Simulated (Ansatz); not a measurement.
```cif
data_structure
_symmetry_space_group_name_H-M 'P 1'
_symmetry_Int_Tables_number 1
_cell_length_a 3.2392
_cell_length_b 3.2392
_cell_length_c 7.8896
_cell_angle_alpha 90.000
_cell_angle_beta 90.000
_cell_angle_gamma 120.000
_cell_volume 71.69
loop_
_atom_site_label
_atom_site_type_symbol
_atom_site_fract_x
_atom_site_fract_y
_atom_site_fract_z
_atom_site_occupancy
Mg1 Mg 0.66667 0.33333 0.33300 1
Mg2 Mg 0.33333 0.66667 0.66633 1
Mg3 Mg 0.00000 0.00000 0.99967 1
O1 O 0.00000 0.00000 0.25033 1
O2 O 0.66667 0.33333 0.58367 1
O3 O 0.33333 0.66667 0.91700 1
```

Space group R3m; started from the zincblende prototype, which need not be the ambient phase; changed on purpose from its base cell (epitaxial 111 strain +0.4%); computed pressure about 3 GPa in this cell.

These are results of Ansatz, DFT, PBE, plane waves, PAW, not measurements.

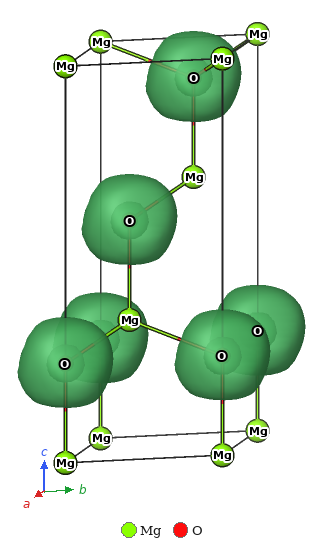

MgO. Isosurface of the ELF at 0.7 (green), seen slightly off an axis. Core shells and regions of very low density are left out. Sticks mark near contacts.

In a PAW calculation such maps are meaningful between the atoms, not at the nuclei.

**Where are the electrons localised?**

The surface consists of three regions wrapped around O (the valence shell of each), counted in one cell of 6 atoms. Any copies at cell faces, edges or corners count once.

Values along the shortest contacts:
Mg–O (1.98 Å): the ELF peaks at about 0.85 in the valence shell of O, 0.7 Å from its nucleus, and is about 0.35 at the midpoint; a closed-shell, largely ionic contact.

**Does the calculation make it a metal, or give it a gap?**

It is gapped, with a Kohn–Sham gap of 3.6 eV on the k-point mesh (the band edges may lie off the mesh, which would make the gap smaller).
